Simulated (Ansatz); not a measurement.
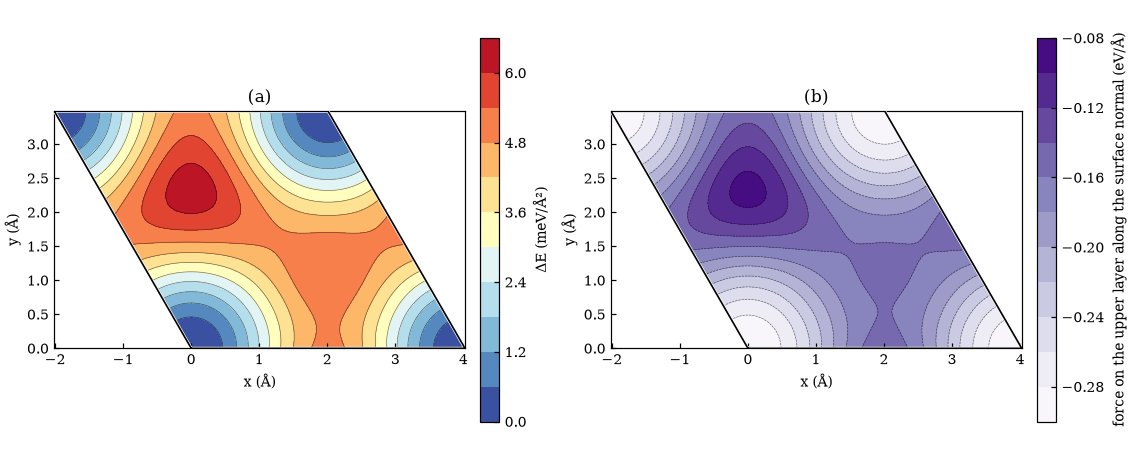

A bilayer of two Ge sheets of the honeycomb type (4 atoms in the cell). 
- The upper layer of a bilayer is slid over the lower one; relaxed at each slide: nothing; the origin of the map has Ge4 above Ge1; the distance between the facing planes is held at 3.85 Å.
- Places are given modulo a cell vector. The map is drawn in real space over the plane of the slide.
- Grid: 9 × 9 points; 19 points were computed and 62 follow by symmetry.
- Energies: meV/Å², counted from the lowest grid point.
- At a held distance the lowest stacking need not be the one that binds best once the distance relaxes.
- The calculation used DFT PBE+D3(BJ), scalar-relativistic, plane waves, PAW (Ansatz 0.2.0). Settings: cutoff 420 eV, k-mesh 9×9×1, gaussian smearing 0.1 eV, no spin polarisation.

Panel (a) is the energy; panel (b) is the computed force on the upper layer along the surface normal, in eV/Å.

The picture shows filled contours, the outline of one cell of the plane. Between grid points the surface is interpolated.

> How does the force on the upper layer along the surface normal vary over the map, and what is it at the lowest grid point?

It runs from −0.30 eV/Å at (0/9, 0/9) of the cell vectors to −0.09 eV/Å at (3/9, 6/9) of the cell vectors. At the lowest grid point, (0/9, 0/9) of the cell vectors, it is −0.30 eV/Å.

| second ↓, first → | 0/9 | 1/9 | 2/9 | 3/9 | 4/9 | 5/9 | 6/9 | 7/9 | 8/9 |
| --- | --- | --- | --- | --- | --- | --- | --- | --- | --- |
| 8/9 | −0.28 | −0.25 | −0.20 | −0.15 | −0.13 | −0.15 | −0.20 | −0.25 | −0.28 |
| 7/9 | −0.24 | −0.20 | −0.15 | −0.11 | −0.11 | −0.15 | −0.20 | −0.24 | −0.25 |
| 6/9 | −0.19 | −0.15 | −0.11 | −0.09 | −0.11 | −0.15 | −0.19 | −0.21 | −0.21 |
| 5/9 | −0.15 | −0.13 | −0.11 | −0.11 | −0.13 | −0.15 | −0.17 | −0.18 | −0.17 |
| 4/9 | −0.15 | −0.15 | −0.15 | −0.15 | −0.15 | −0.16 | −0.16 | −0.16 | −0.16 |
| 3/9 | −0.19 | −0.20 | −0.20 | −0.19 | −0.17 | −0.16 | −0.15 | −0.16 | −0.17 |
| 2/9 | −0.24 | −0.25 | −0.24 | −0.21 | −0.18 | −0.16 | −0.16 | −0.18 | −0.21 |
| 1/9 | −0.28 | −0.28 | −0.25 | −0.21 | −0.17 | −0.16 | −0.17 | −0.21 | −0.25 |
| 0/9 | −0.30 | −0.28 | −0.24 | −0.19 | −0.15 | −0.15 | −0.19 | −0.24 | −0.28 |

PAW datasets: the set soft_1.
